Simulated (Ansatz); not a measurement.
**What a change does: single-point calculation on CuO2**

System: CuO2 (Fm-3m, 3 atoms in the cell).
Method of run 1: DFT PBEsol, scalar-relativistic, plane waves, PAW, spin-polarised (Ansatz 0.2.0).

The structure was built on a prototype by a generator; it need not be a known phase. Text and figures count atoms from 1; the logs count them from 0 in places.

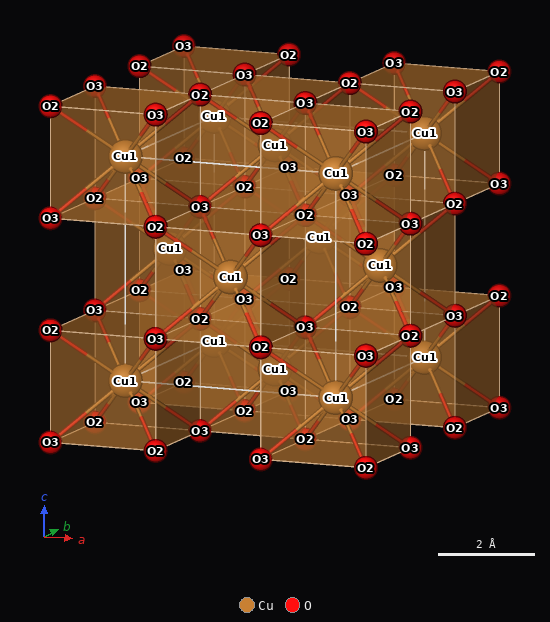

**Figure 1.** The input geometry (polyhedral view of the cell 4 times as large as that of the calculation, set on its symmetry axes, seen slightly off an axis; polyhedra are completed across the faces of the cell; atoms are numbered from 1 in the order of the input). An atom can appear more than once, as a periodic image.

## Input, run 1
```yaml
crystal:
  lattice:
    - [0.0, 2.3844798727, 2.3844798727]
    - [2.3844798727, 0.0, 2.3844798727]
    - [2.3844798727, 2.3844798727, 0.0]
  atoms:
    - { symbol: Cu, position: [0.0, 0.0, 0.0], spin: 0.5 }
    - { symbol: O, position: [0.25, 0.25, 0.25] }
    - { symbol: O, position: [0.75, 0.75, 0.75] }
basis:
  ecutwfc: 420
kpoints:
  mp_grid: { grid: [16, 16, 16] }
hamiltonian:
  xc: pbesol
scf:
  occupations: { method: gaussian, width: 0.1 }
  lower_state_search: "off"
output:
  forces: true
  stress: true
  eigenvalues: true
  populations: true
magnetization:
  spin_polarized: true
```

Launched with:
```bash
ansatz run input.yaml --threads 1 --pin off --max-ram 2560MiB --backend cpu --events-out ev --progress --plain --runs-dir out
```

Hardware: 1 thread of Intel Xeon (Sapphire Rapids), 32 GiB of memory available, shared host.

## Output, shortened to warnings, some set-up lines, iterations and results (run 1)
```
Basis set: ecut = 420 eV, 531 PW (Γ), exchange–correlation on 48×48×48 points (8 copies of the dense FFT grid, shifted against one another)
Symmetry: 48 space group operations
k-points: 145 of 4096
Initial density: superposition of atomic densities (chi_scale 0.1, normalization cell, long waves kept (reshape's long-wave potential 0.00 eV rms))
[...]
SCF iter   1: F=—  HF=-7704.741578 eV  |F-HF|=—  |Δ(HF+E_count)|=         —  Δρ=8.03e-2 (↑2.88e-2 ↓8.03e-2)  dr2=2.29e0  dr2_m=2.32e-1  M=0.397 μB ∫|m|=0.399 μB  β_m=0.30  …
SCF iter   2: F=—  HF=-7704.802715 eV  |F-HF|=—  |Δ(HF+E_count)|=   6.11e-2  Δρ=7.06e-2 (↑6.24e-2 ↓7.06e-2)  dr2=2.63e0  dr2_m=7.48e-2  M=0.788 μB ∫|m|=0.790 μB  β_m=1.00  …
SCF iter   3: F=—  HF=-7704.710247 eV  |F-HF|=—  |Δ(HF+E_count)|=   9.25e-2  Δρ=3.38e-2 (↑2.26e-2 ↓3.38e-2)  dr2=8.69e-2  dr2_m=1.32e-1  M=1.256 μB ∫|m|=1.264 μB  β_m=1.00  …
SCF iter   4: F=—  HF=-7704.952460 eV  |F-HF|=—  |Δ(HF+E_count)|=   2.42e-1  Δρ=2.66e-2 (↑1.85e-2 ↓2.66e-2)  dr2=2.88e-1  dr2_m=4.44e-2  M=1.479 μB ∫|m|=1.500 μB  β_m=1.00  …
SCF iter   5: F=—  HF=-7704.957711 eV  |F-HF|=—  |Δ(HF+E_count)|=   5.25e-3  Δρ=1.02e-2 (↑1.02e-2 ↓9.54e-3)  dr2=4.47e-2  dr2_m=1.26e-2  M=1.597 μB ∫|m|=1.628 μB  β_m=1.00  …
[... 7 lines ...]
SCF iter  13: F=—  HF=-7705.054588 eV  |F-HF|=—  |Δ(HF+E_count)|=   2.90e-5  Δρ=5.69e-5 (↑5.69e-5 ↓5.56e-5)  dr2=5.07e-7  dr2_m=6.83e-7  M=1.913 μB ∫|m|=1.985 μB  β_m=0.84  …
SCF iter  14: F=—  HF=-7705.054714 eV  |F-HF|=—  |Δ(HF+E_count)|=   1.26e-4  Δρ=1.49e-5 (↑1.49e-5 ↓1.37e-5)  dr2=1.94e-7  dr2_m=1.07e-8  M=1.914 μB ∫|m|=1.985 μB  β_m=0.90  …
SCF iter  15: F=-7705.054714 eV  HF=-7705.054714 eV  |F-HF|=2.52e-8  |Δ(HF+E_count)|=   8.94e-8  Δρ=5.24e-6 (↑5.24e-6 ↓4.76e-6)  dr2=3.51e-8  dr2_m=5.24e-10  M=1.914 μB …
SCF iter  16: F=-7705.054714 eV  HF=-7705.054714 eV  |F-HF|=1.37e-9  |Δ(HF+E_count)|=   3.82e-8  Δρ=4.53e-6 (↑8.51e-7 ↓4.53e-6)  dr2=4.25e-9  dr2_m=1.14e-9  M=1.914 μB …
SCF 1 converged in 16 iterations: F = -7705.054714 eV  dr2 = 4.25e-9
SCF converged after 16 iterations
an eigenvalue changed by more than its tolerance at an iteration that met the thresholds in force, so the SCF went on 1 time: the last check found none over its tolerance
Magnetization: 1.9136 μB (16.4568 up, 14.5432 down)
Absolute magnetization: 1.9846 μB (∫|ρ↑−ρ↓|, with the PAW one-centre terms)
Spin contamination: 0.0053 ħ² per cell (⟨S²⟩ above its minimum at these occupations)
Per-site moments (μB) at R_I (Å): [(0.6265449437355342, 0.8518208096354898), (0.6295065553346779, 0.8518208096354898), (0.6295065553346777, 0.8518208096354898)]
Free energy (F): -7705.054714 eV
Harris-Foulkes:  -7705.054714 eV  (|F-HF|=1.37e-9)
Internal energy: -7705.043026 eV  (E = F + TS)
E sigma→0 (E₀):  -7705.048870 eV
Entropy (-TS):   -0.011688 eV (-3.896 meV/atom)
Fermi energy:    10.161043 eV
--- Per-component energies (eV) ---
  E_band       = -462.506960
  E_kinetic    = 638.341798
  E_local      = -5227.965448  (includes V_loc(G=0)·N_el)
  E_nonlocal   = 481.089494
  E_hartree    = 2222.794081
  E_xc         = -232.221616
  E_vxc        = -299.088491  (∫ρ·V_xc dr)
  E_paw        = -1919.651381  (= ΣΔE_a)
  E_vpaw       = -500.481635  (= ΣTr[D̂ρ^β])
  E_aug_tail   = 0.004889  (compensation charges beyond the density's cutoff)
  E_ewald      = -3667.711620
  E_core_change = 0.276778  (= ΣΔE_core)
  E_smearing   = -0.011688  (= −TS)
  E_closure    = 0.000000  (closes the sum)
  Σ components = -7705.054714   (vs F -7705.054714, Δ=0.00e0)
--- Forces (eV/Å), atoms counted from 1 ---
  atom   1  Cu    -0.00000000     0.00000000     0.00000000
  atom   2  O     -0.00000000    -0.00000000     0.00000000
  atom   3  O      0.00000000     0.00000000     0.00000000
  max |Σ_I F_I| component: 9.25e-18 eV/Å
--- Stress (GPa, compression-positive) ---
        0.025521      -0.000000       0.000000
       -0.000000       0.025521       0.000000
        0.000000      -0.000000       0.025521
  P = ⅓ Tr σ = 0.0255 GPa (0.255 kbar)
--- Löwdin populations: 3 sites ---
  site symbol       q [e]    m [muB]
     0     Cu     17.6651     0.5060
     1      O      6.5938     0.7073
     2      O      6.5938     0.7073
  spilling = 0.004754 (of n_electrons = 31.000000)
```

The input of run 2 differs as follows (lines with − go, lines with + come):
```diff
-    - { symbol: Cu, position: [0.0, 0.0, 0.0], spin: 0.5 }
+    - { symbol: Cu, position: [0.0, 0.0, 0.0], spin: 1.0 }
```

What does this change do to the results?

The energy is the same within 0.01 meV per atom. The number of SCF iterations is the same.

## Output, shortened to warnings, some set-up lines, iterations and results (run 2)
```
Basis set: ecut = 420 eV, 531 PW (Γ), exchange–correlation on 48×48×48 points (8 copies of the dense FFT grid, shifted against one another)
Symmetry: 48 space group operations
k-points: 145 of 4096
Initial density: superposition of atomic densities (chi_scale 0.1, normalization cell, long waves kept (reshape's long-wave potential 0.00 eV rms))
[...]
SCF iter   1: F=—  HF=-7704.631093 eV  |F-HF|=—  |Δ(HF+E_count)|=         —  Δρ=1.03e-1 (↑3.27e-2 ↓1.03e-1)  dr2=1.74e0  dr2_m=9.20e-1  M=0.790 μB ∫|m|=0.795 μB  β_m=0.30  …
SCF iter   2: F=—  HF=-7704.739584 eV  |F-HF|=—  |Δ(HF+E_count)|=   1.08e-1  Δρ=6.62e-2 (↑6.62e-2 ↓4.84e-2)  dr2=1.69e0  dr2_m=1.38e-1  M=1.210 μB ∫|m|=1.213 μB  β_m=0.30  …
SCF iter   3: F=—  HF=-7704.727575 eV  |F-HF|=—  |Δ(HF+E_count)|=   1.20e-2  Δρ=3.46e-2 (↑3.46e-2 ↓3.39e-2)  dr2=8.72e-2  dr2_m=2.18e-1  M=1.374 μB ∫|m|=1.381 μB  β_m=0.30  …
SCF iter   4: F=—  HF=-7704.964799 eV  |F-HF|=—  |Δ(HF+E_count)|=   2.37e-1  Δρ=3.45e-2 (↑3.45e-2 ↓2.28e-2)  dr2=3.07e-1  dr2_m=1.21e-1  M=1.467 μB ∫|m|=1.480 μB  β_m=1.00  …
SCF iter   5: F=—  HF=-7704.984284 eV  |F-HF|=—  |Δ(HF+E_count)|=   1.95e-2  Δρ=1.29e-2 (↑1.29e-2 ↓1.18e-2)  dr2=9.19e-3  dr2_m=3.57e-2  M=1.635 μB ∫|m|=1.667 μB  β_m=0.30  …
[... 7 lines ...]
SCF iter  13: F=—  HF=-7705.054590 eV  |F-HF|=—  |Δ(HF+E_count)|=   4.34e-5  Δρ=7.55e-5 (↑5.83e-5 ↓7.55e-5)  dr2=3.32e-6  dr2_m=4.98e-8  M=1.914 μB ∫|m|=1.986 μB  β_m=0.82  …
SCF iter  14: F=—  HF=-7705.054714 eV  |F-HF|=—  |Δ(HF+E_count)|=   1.24e-4  Δρ=1.42e-5 (↑1.33e-5 ↓1.42e-5)  dr2=2.64e-7  dr2_m=2.37e-9  M=1.914 μB ∫|m|=1.985 μB  β_m=0.91  …
SCF iter  15: F=-7705.054714 eV  HF=-7705.054714 eV  |F-HF|=1.57e-9  |Δ(HF+E_count)|=   3.57e-7  Δρ=4.77e-6 (↑4.77e-6 ↓3.51e-6)  dr2=1.49e-8  dr2_m=1.31e-9  M=1.914 μB …
SCF iter  16: F=-7705.054714 eV  HF=-7705.054714 eV  |F-HF|=1.69e-9  |Δ(HF+E_count)|=   1.02e-8  Δρ=1.92e-6 (↑1.14e-6 ↓1.92e-6)  dr2=2.35e-9  dr2_m=4.80e-11  M=1.914 μB …
SCF 1 converged in 16 iterations: F = -7705.054714 eV  dr2 = 2.35e-9
SCF converged after 16 iterations
an eigenvalue changed by more than its tolerance at an iteration that met the thresholds in force, so the SCF went on 1 time: the last check found none over its tolerance
Magnetization: 1.9136 μB (16.4568 up, 14.5432 down)
Absolute magnetization: 1.9846 μB (∫|ρ↑−ρ↓|, with the PAW one-centre terms)
Spin contamination: 0.0053 ħ² per cell (⟨S²⟩ above its minimum at these occupations)
Per-site moments (μB) at R_I (Å): [(0.6265336823093677, 0.8518208096354898), (0.6295023668159447, 0.8518208096354898), (0.6295023668159448, 0.8518208096354898)]
Free energy (F): -7705.054714 eV
Harris-Foulkes:  -7705.054714 eV  (|F-HF|=1.69e-9)
Internal energy: -7705.043026 eV  (E = F + TS)
E sigma→0 (E₀):  -7705.048870 eV
Entropy (-TS):   -0.011688 eV (-3.896 meV/atom)
Fermi energy:    10.161053 eV
--- Per-component energies (eV) ---
  E_band       = -462.507422
  E_kinetic    = 638.341195
  E_local      = -5227.971161  (includes V_loc(G=0)·N_el)
  E_nonlocal   = 481.090455
  E_hartree    = 2222.799438
  E_xc         = -232.221400
  E_vxc        = -299.088210  (∫ρ·V_xc dr)
  E_paw        = -1919.651600  (= ΣΔE_a)
  E_vpaw       = -500.479835  (= ΣTr[D̂ρ^β])
  E_aug_tail   = 0.004888  (compensation charges beyond the density's cutoff)
  E_ewald      = -3667.711620
  E_core_change = 0.276778  (= ΣΔE_core)
  E_smearing   = -0.011688  (= −TS)
  E_closure    = -0.000000  (closes the sum)
  Σ components = -7705.054714   (vs F -7705.054714, Δ=0.00e0)
--- Forces (eV/Å), atoms counted from 1 ---
  atom   1  Cu    -0.00000000     0.00000000    -0.00000000
  atom   2  O      0.00000000     0.00000000     0.00000000
  atom   3  O      0.00000000    -0.00000000     0.00000000
  max |Σ_I F_I| component: 1.39e-17 eV/Å
--- Stress (GPa, compression-positive) ---
        0.026302       0.000000      -0.000000
       -0.000000       0.026302      -0.000000
        0.000000       0.000000       0.026302
  P = ⅓ Tr σ = 0.0263 GPa (0.263 kbar)
--- Löwdin populations: 3 sites ---
  site symbol       q [e]    m [muB]
     0     Cu     17.6651     0.5060
     1      O      6.5938     0.7073
     2      O      6.5938     0.7073
  spilling = 0.004754 (of n_electrons = 31.000000)
```

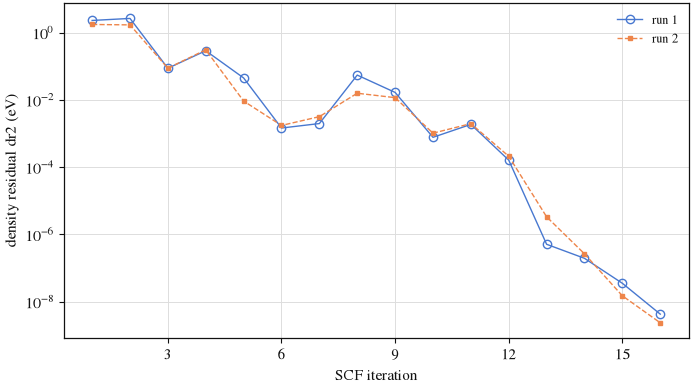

**Figure 2.** Convergence of the two runs: density residual dr2 against the SCF iteration. Run 1 takes 16 iterations in all, and run 2 takes 16.

## The two runs side by side

```tsv
quantity	run 1	run 2
outcome	converged	converged
free energy per atom (eV)	−2568.3516	−2568.3516
energy per atom, smearing taken to zero (eV)	−2568.3496	−2568.3496
gap on the mesh (eV)	0.00	0.00
net moment of the cell (μB)	1.91	1.91
absolute moment of the cell (μB)	1.98	1.98
pressure (GPa)	0.03	0.03
largest force (eV/Å)	0.000	0.000
SCF iterations	16	16
irreducible k-points	145	145
plane waves at Γ	531	531
wall time (shared host)	10 s	11 s
```
